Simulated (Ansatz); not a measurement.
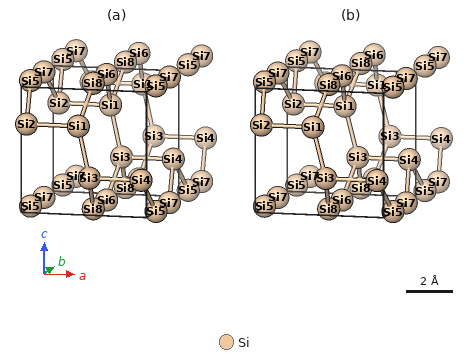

The structure of a crystal of Si (a generated structure, set up in Pmma) before (left) and after (right) a relaxation, at one scale.

Style: ball-and-stick. Shown: the cell of the calculation, repeated 1 × 2 × 1 with one cell outlined, slightly off an axis.

Computed with DFT PBE, scalar-relativistic, plane waves, PAW (Ansatz 0.2.0). Set-up: plane-wave cutoff 420 eV; k-point mesh 8 × 8 × 8; occupations gaussian; smearing width 0.1 eV; no spin polarisation; cell and atoms relaxed; force threshold 0.01 eV/Å; at most 80 steps.

Question: Describe what moved and what it gained.

Answer: The energy falls by 0.6 meV per atom in 6 accepted moves (8 points after the start). Largest force component: 0.021 eV/Å at the start, 0.0018 eV/Å at the end. Pressure: −0.04 GPa at the start and 0.00 GPa at the end. The line search rejected the trial step at point 5 of the run. At 1 point the geometry stayed and the basis and grid were re-selected for the new cell (energy shift of less than 0.05 meV per atom at most each time). The largest moves relative to the cell, 0.036 Å, are those of Si1, Si2, Si3 and Si4. Si3 goes roughly along +a. The drawn cell changes as follows: a 5.689 → 5.824 Å (+2.4 %), b 5.792 → 5.766 Å (−0.4 %), c 5.598 → 5.545 Å (−0.9 %); the volume changes by +0.9 %. Among the contacts that change: Si5–Si7 2.404 → 2.388 Å, Si1–Si2 2.346 → 2.331 Å, Si1–Si6 2.380 → 2.374 Å. Bond angles that change, for instance: Si2–Si1–Si3 102.3° → 104.4°. The space group stays Pmma (No. 51). Cost: 6.2 min on 1 thread of Arm Neoverse V1, on a shared host, peak memory 0.69 GiB.
